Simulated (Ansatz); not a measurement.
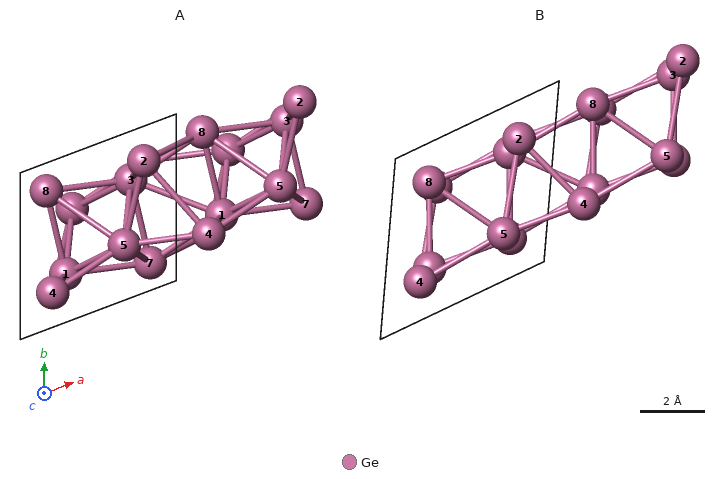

Two geometries of solid Ge (set up in Cmce), drawn at one scale. One is the start of a relaxation, the other its converged end. A ball-and-stick model of the cell of the calculation, repeated 2 × 1 × 1 with one cell outlined, seen along the c axis.

Level of theory: DFT PBEsol, scalar-relativistic, plane waves, PAW in Ansatz. Set-up: plane-wave cutoff 420 eV; k-point mesh 8 × 8 × 6; occupations gaussian; smearing width 0.1 eV; no spin polarisation; cell and atoms relaxed; force threshold 0.005 eV/Å; at most 80 steps.

Q: Which of the two is the end point?

A: Structure B is the relaxed one. Over 24 accepted moves (29 points after the start) the energy falls by 76.5 meV per atom. Largest force component: 0.083 eV/Å at the start, 0.001 eV/Å at the end. The pressure goes from −0.32 to −0.01 GPa. The line search rejected the trial steps at points 9, 18, 19 of the run. At 2 points the geometry stayed and the basis and grid were re-selected for the new cell (energy shift of 2.2 meV per atom at most each time). The largest moves relative to the cell, 0.89 Å, are those of Ge atoms. Cell: a = b 5.273 → 5.734 Å (+8.7 %), c 5.750 → 5.187 Å (−9.8 %), γ 69.3° → 59.8°. Volume −1.5 %. Some distances before and after: Ge–Ge 4.382 → 3.111 Å, Ge–Ge 2.852 → 3.654 Å, Ge–Ge 3.180 → 3.859 Å, Ge–Ge 3.040 → 2.606 Å. Bond angles that change, for instance: Ge–Ge–Ge 101.1° → 70.0°, Ge–Ge–Ge 78.9° → 110.0°, Ge–Ge–Ge 117.8° → 99.4°. The space group (tolerance 0.01 Å) goes from Cmce (No. 64) to Fmmm (No. 69). The run took 3.3 min on 4 threads of AMD EPYC 9R14 (Zen 4) (shared host), peak memory 1.1 GiB.
